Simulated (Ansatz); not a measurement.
**Run report: Rh, single-point calculation (part 1 of 2)**

The run: single-point calculation of Rh (slab, 16 atoms in the cell). Method and program: DFT PBE+D3(BJ), scalar-relativistic, plane waves, PAW, no spin polarisation (Ansatz 0.2.0).

The structure derives from an entry of the Crystallography Open Database. It belongs to a series of runs on one base structure; here: the slab at its places in the relaxed adsorbed structure. Figures and captions count atoms from 1; the log counts them from 0 in places.

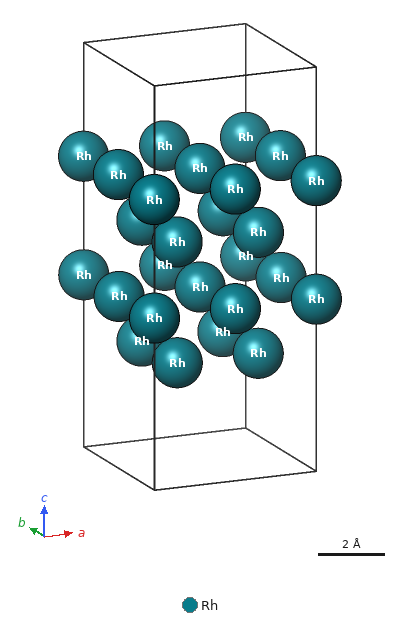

The structure (spheres-only view of the cell of the calculation, with the vacuum cut short, seen slightly off an axis). An atom can appear more than once, as a periodic image.

The input
```yaml
crystal:
  lattice:
    - [5.3647950069, 0.0, 0.0]
    - [0.0, 5.3647950069, 0.0]
    - [0.0, 0.0, 25.5086243936]
  atoms:
    - { symbol: Rh, position: [0.25, 0.25, 0.3136194205] }
    - { symbol: Rh, position: [0.25, 0.75, 0.3136194205] }
    - { symbol: Rh, position: [0.75, 0.25, 0.3136194205] }
    - { symbol: Rh, position: [0.75, 0.75, 0.3136194205] }
    - { symbol: Rh, position: [0.5, 0.5, 0.3879762904] }
    - { symbol: Rh, position: [0.5, 0.0, 0.3879762904] }
    - { symbol: Rh, position: [0.0, 0.5, 0.3879762904] }
    - { symbol: Rh, position: [0.0, 0.0, 0.3879762904] }
    - { symbol: Rh, position: [0.751386448, 0.7492638359, 0.4629203904] }
    - { symbol: Rh, position: [0.7517166505, 0.2514154207, 0.4629171506] }
    - { symbol: Rh, position: [0.2489364535, 0.7491314412, 0.4630059293] }
    - { symbol: Rh, position: [0.2492756635, 0.2505659054, 0.4628479489] }
    - { symbol: Rh, position: [-0.0008700492, 0.0007915405, 0.5344064276] }
    - { symbol: Rh, position: [-0.0048046991, 0.499076645, 0.5386713417] }
    - { symbol: Rh, position: [0.4989581024, -0.0001185833, 0.5356440264] }
    - { symbol: Rh, position: [0.4990369495, 0.4998581966, 0.534453005] }
basis:
  ecutwfc: 420
kpoints:
  mp_grid: { grid: [4, 4, 1] }
hamiltonian:
  xc: pbe
  dispersion: d3bj
scf:
  occupations: { method: gaussian, width: 0.1 }
output:
  forces: true
  eigenvalues: true
  write_density: true
  volumetric_format: npy
efield:
  axis: 3
  dipole_correction: true
  ramp_width: 0.04
```

Machine: 4 threads of Intel Xeon (Sapphire Rapids), 32 GiB of memory available, shared host.

Launch command:
```bash
ansatz run input.yaml --threads 4 --pin off --max-ram 10240MiB --backend cpu --events-out ev --progress --plain --runs-dir out
```

Output
```
Engine: ansatz 0.2.0, x86_64-unknown-linux-gnu
Pseudopotentials: kind: paw
Pseudopotential: Rh, paw, valence charge 17, recommended cutoff 420 eV (normal), Rh.paw.azcp
Functional definition: PBE
  parameter kappa = 0.804
  parameter beta = 0.06672455060314922
  exchange = pbe_x(kappa = kappa, mu = beta*pi^2/3)
  correlation = pbe_c(beta = beta)
Crystal: 16 atoms, lattice volume = 734.164 Å³
Basis set: ecut = 420 eV, 14277 PW (Γ), exchange–correlation on 72×72×360 points (8 copies of the dense FFT grid, shifted against one another)
Bands: 164, of which v1, the nominal top of the filled ones, is band 136 counted from 1 (135 counted from 0)
Symmetry: 1 space group operations
Space group: P1 (ITA 1), of the structure as read, at distance tolerance 9.0e-5 Å
k-points: 10 of 16 (time reversal used)
Non-local potential: Rh, projectors of the file, l = 0: 3, l = 1: 2, l = 2: 2, l = 3: 1
PAW form: soft (Blöchl's): semilocal exchange-correlation on the pseudo side does not see the compensation charge
PAW one-centre angular grid: Rh, 590 points (default); XC on 64 Gauss nodes
Initial density: superposition of atomic densities (neutral atoms: chi_scale 0, normalization atom), corrected by the library's trained network
Initial wavefunctions: pseudopotential atomic-orbital guess
Functional: x = pbe(κ = 0.804, μ = 0.2195149727645171), c = pbe(β = 0.06672455060314922)
SCF iter   1: F=—  HF=-102444.733767 eV  |F-HF|=—  |Δ(HF+E_count)|=         —  Δρ=7.43e-3  dr2=1.21e0  ethr=1.77e-3  p=0.005 e·Å  D=1.35e-3 V/Å  ΔV_dip=-0.03 eV  dr2_dipole=3.42e-5  V_vac-E_F(+/−)=4.72/4.76 eV  ⟨swp⟩=7.2  Hψ=6526  notcnv=0  defer=36
efield: sawtooth ramp at fractional position 0.9061 (placed from the atoms, in the widest stretch of the axis that holds none; the zero of the levels goes with the place), width 0.0400; the density the first Hamiltonian is built on has a dipole p = 0.005 e·Å; the dipole correction subtracts the counter field D = 1.35e-3 V/Å, which shifts the + side's vacuum level by -0.03 eV against the − side's; the planar-averaged density in the ramp window peaks in size at 5.4e-6 e/Å³
preconditioner: auto → LDOS  [metal: Δε(μ)=0.052 eV  Ē_g=5.218 eV  σ=0.100 eV  W_gap=0.28  n_scr=138 (ndim 8)  ℏωp=16.4 eV  f_vac=0.638  D(μ)=25.47/eV (n_scr^D=176)  β→1.0]
SCF iter   2: F=—  HF=-102444.699061 eV  |F-HF|=—  |Δ(HF+E_count)|=   3.47e-2  Δρ=5.61e-3  dr2=2.19e-1  ethr=4.45e-4  p=0.002 e·Å  D=4.88e-4 V/Å  ΔV_dip=-0.01 eV  dr2_dipole=2.04e-3  V_vac-E_F(+/−)=5.08/5.10 eV  ⟨swp⟩=2.2  Hψ=2494  notcnv=0  defer=122
SCF iter   3: F=—  HF=-102444.680848 eV  |F-HF|=—  |Δ(HF+E_count)|=   1.82e-2  Δρ=1.99e-3  dr2=5.24e-2  ethr=8.06e-5  p=0.003 e·Å  D=6.17e-4 V/Å  ΔV_dip=-0.02 eV  dr2_dipole=1.20e-5  V_vac-E_F(+/−)=5.02/5.04 eV  ⟨swp⟩=2.2  Hψ=2373  notcnv=0  defer=122
SCF iter   4: F=—  HF=-102444.675075 eV  |F-HF|=—  |Δ(HF+E_count)|=   5.77e-3  Δρ=8.40e-4  dr2=4.26e-3  ethr=1.93e-5  p=0.002 e·Å  D=5.02e-4 V/Å  ΔV_dip=-0.01 eV  dr2_dipole=9.31e-7  V_vac-E_F(+/−)=5.07/5.08 eV  ⟨swp⟩=2.1  Hψ=2224  notcnv=0  defer=122
SCF iter   5: F=—  HF=-102444.674508 eV  |F-HF|=—  |Δ(HF+E_count)|=   5.68e-4  Δρ=1.62e-4  dr2=7.80e-4  ethr=1.57e-6  p=0.002 e·Å  D=4.45e-4 V/Å  ΔV_dip=-0.01 eV  dr2_dipole=3.20e-6  V_vac-E_F(+/−)=5.09/5.10 eV  ⟨swp⟩=2.2  Hψ=2292  notcnv=0  defer=122
SCF iter   6: F=—  HF=-102444.674613 eV  |F-HF|=—  |Δ(HF+E_count)|=   1.05e-4  Δρ=3.75e-5  dr2=3.68e-5  ethr=2.87e-7  p=0.002 e·Å  D=3.92e-4 V/Å  ΔV_dip=-0.01 eV  dr2_dipole=1.33e-7  V_vac-E_F(+/−)=5.10/5.11 eV  ⟨swp⟩=2.2  Hψ=2108  notcnv=0  defer=122
SCF iter   7: F=—  HF=-102444.674068 eV  |F-HF|=—  |Δ(HF+E_count)|=   5.45e-4  Δρ=1.94e-5  dr2=4.21e-6  ethr=1.35e-8  p=0.002 e·Å  D=3.71e-4 V/Å  ΔV_dip=-0.01 eV  dr2_dipole=8.08e-8  V_vac-E_F(+/−)=5.11/5.12 eV  ⟨swp⟩=2.3  Hψ=2444  notcnv=0  defer=99
SCF iter   8: F=—  HF=-102444.674071 eV  |F-HF|=—  |Δ(HF+E_count)|=   3.10e-6  Δρ=1.03e-5  dr2=6.99e-7  ethr=1.55e-9  p=0.001 e·Å  D=3.60e-4 V/Å  ΔV_dip=-0.01 eV  dr2_dipole=6.00e-10  V_vac-E_F(+/−)=5.11/5.12 eV  ⟨swp⟩=2.7  Hψ=2471  notcnv=0  defer=94
SCF iter   9: F=-102444.674072 eV  HF=-102444.674071 eV  |F-HF|=2.71e-7  |Δ(HF+E_count)|=   4.04e-7  Δρ=2.97e-6  dr2=5.88e-8  ethr=3.68e-11  p=0.001 e·Å  D=3.58e-4 V/Å  ΔV_dip=-0.01 eV  dr2_dipole=2.92e-9  V_vac-E_F(+/−)=5.11/5.12 eV  ⟨swp⟩=17.2  Hψ=9134  notcnv=0
SCF 1 converged in 9 iterations: F = -102444.674072 eV  dr2 = 5.88e-8
  greatest PAW one-centre occupation: 1.000 electrons in one spin orbital (limit 2), on the Rh atom at site 9 (counted from 0), in its partial waves of l = 0
SCF converged after 9 iterations
Free energy (F): -102444.674072 eV
Harris-Foulkes:  -102444.674071 eV  (|F-HF|=2.71e-7)
Internal energy: -102444.536581 eV  (E = F + TS)
E sigma→0 (E₀):  -102444.605326 eV
Entropy (-TS):   -0.137491 eV (-8.593 meV/atom)
Fermi energy:    3.136109 eV
Dipole field:    D = 0.000320 V/Å  (p = 0.001298 e·Å, saw-weighted, corrected)
Work function:   Φ+ = 5.1097 eV   Φ− = 5.1178 eV
Levels:          The Fermi level and band energies are counted from a zero that moves with the ramp; work functions are not
--- Per-component energies (eV) ---
  E_band       = -6511.460208
  E_kinetic    = 9160.545805
  E_local      = -522200.897648  (includes V_loc(G=0)·N_el)
  E_nonlocal   = 5690.719288
  E_hartree    = 254811.809523
  E_xc         = -3536.656010
  E_vxc        = -4437.876630  (∫ρ·V_xc dr)
  E_paw        = -57396.959451  (= ΣΔE_a)
  E_vpaw       = -4347.581510  (= ΣTr[D̂ρ^β])
  E_aug_tail   = 0.013626  (compensation charges beyond the density's cutoff)
  E_efield     = 0.000000  (sawtooth field / dipole correction)
  E_vefield    = 0.002370  (∫n·V_field dr)
  E_ewald      = 211034.174466
  E_disp       = -7.286180  (pairwise vdW)
  E_smearing   = -0.137491  (= −TS)
  E_closure    = -0.000000  (closes the sum)
  Σ components = -102444.674072   (vs F -102444.674072, Δ=0.00e0)
--- Forces (eV/Å), atoms counted from 1 ---
  atom   1  Rh    -0.00017543    -0.00296352     0.34066061
  atom   2  Rh     0.00300033     0.00374899     0.34206510
  atom   3  Rh     0.00083401     0.00162823     0.34398921
  atom   4  Rh    -0.00162303    -0.00170348     0.34038179
  atom   5  Rh    -0.00003409     0.00463771    -0.38156395
  atom   6  Rh     0.01000959    -0.00102649    -0.23690723
  atom   7  Rh     0.00795275     0.00720344    -0.35909869
  atom   8  Rh    -0.00204609    -0.00394085    -0.39678991
  atom   9  Rh    -0.08227611     0.01467775     0.03276221
  atom  10  Rh    -0.10229724    -0.04066433     0.00907270
  atom  11  Rh    -0.00010917    -0.00722434     0.04004865
  atom  12  Rh    -0.00168992     0.01459721     0.06393039
  atom  13  Rh     0.02546810    -0.04328457     0.22968626
  atom  14  Rh     0.16297552     0.04586130    -0.49900603
  atom  15  Rh     0.01954289     0.00519866    -0.06956168
  atom  16  Rh    -0.03953088     0.00325423     0.20036610
  max |Σ_I F_I| component: 3.55e-5 eV/Å
--- Band table (eV; the first three rows and the last of 10) ---
  k-point 0: bands = ["-75.7914", "-75.7296", "-75.7284", "-75.7043", "-75.6901", "-75.6874", "-75.6786", "-75.6443", "-75.0934", "-75.0781", "-75.0386", "-75.0182", "-75.0015", "-75.0014", "-74.9629", "-74.9615", "-43.9353", "-43.9270", "-43.9015", "-43.9009", "-43.8890", "-43.8885", "-43.8455", "-43.6854", "-43.6852", "-43.6012", "-43.5991", "-43.5824", "-43.5700", "-43.5690", "-43.5399", "-43.5202", "-43.4899", "-43.4896", "-43.4031", "-43.4007", "-43.3542", "-43.3532", "-43.3510", "-43.3501",
      "-43.1675", "-43.1655", "-43.1431", "-43.1417", "-43.1277", "-43.1274", "-43.1180", "-43.1180", "-42.8387", "-42.8232", "-42.8172", "-42.8157", "-42.7869", "-42.7770", "-42.7760", "-42.7759", "-42.7719", "-42.7707", "-42.7541", "-42.7541", "-42.7502", "-42.7498", "-42.7403", "-42.7385", "-4.1604", "-2.9342", "-2.7800", "-2.7303", "-2.5690", "-2.5564", "-2.5560", "-2.5481", "-2.5224", "-2.3599", "-2.3513", "-2.3511", "-1.8952", "-1.6888", "-1.5939", "-1.5432",
      "-1.3039", "-1.2676", "-1.2650", "-1.2516", "-0.9202", "-0.9199", "-0.6259", "-0.2351", "-0.2313", "-0.2305", "-0.2231", "-0.0828", "0.1299", "0.1302", "0.1531", "0.1561", "0.3126", "0.3146", "0.3164", "0.3718", "0.4396", "0.4403", "0.8998", "0.9360", "0.9538", "0.9554", "1.1103", "1.1108", "1.2660", "1.3651", "1.3672", "1.3889", "1.4990", "1.5675", "1.5694", "1.8683", "2.0638", "2.3353", "2.5517", "2.5693",
      "2.8195", "2.8239", "2.8357", "2.8731", "2.8848", "2.8925", "2.8940", "2.9006", "2.9290", "2.9978", "2.9984", "3.1792", "3.1793", "3.4184", "3.4273", "3.5723", "3.5913", "3.5948", "3.5980", "3.6128", "3.7715", "3.8973", "3.8978", "4.0744", "4.0972", "4.1239", "4.6298", "4.6853", "5.0255", "5.0629", "5.0650", "5.0912", "5.6606", "6.0430", "6.0509", "6.0599", "6.0923", "7.7436", "7.7441", "8.1541",
      "8.2220", "8.8491", "8.9138", "8.9545"]
```
